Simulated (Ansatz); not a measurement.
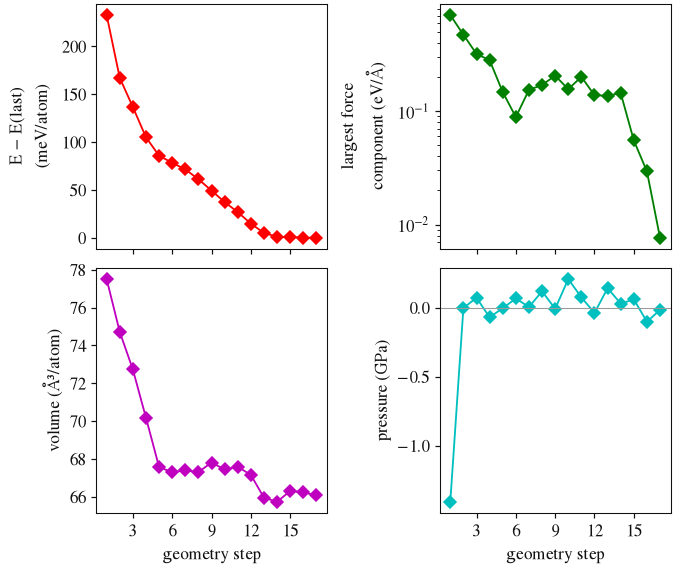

History of a geometry optimisation. The run: ZnAu (8 atoms in the cell), by Ansatz, DFT PBE, scalar-relativistic, plane waves, PAW; cutoff 420 eV, 1×1×10 k-mesh, Gaussian smearing of 0.05 eV. A closing SCF on a freshly chosen basis isn't drawn.

The optimisation met its thresholds at geometry 17, counting the start as the first. The energy fell by about 230 meV/atom from the first step to the last. The largest force component goes from about 0.71 eV/Å at the start to 8 × 10⁻³ eV/Å at the end. The volume shrinks from 77.5 to 66.1 Å³ per atom (−15 %), as the pressure goes from −1.4 GPa to about 0 GPa.
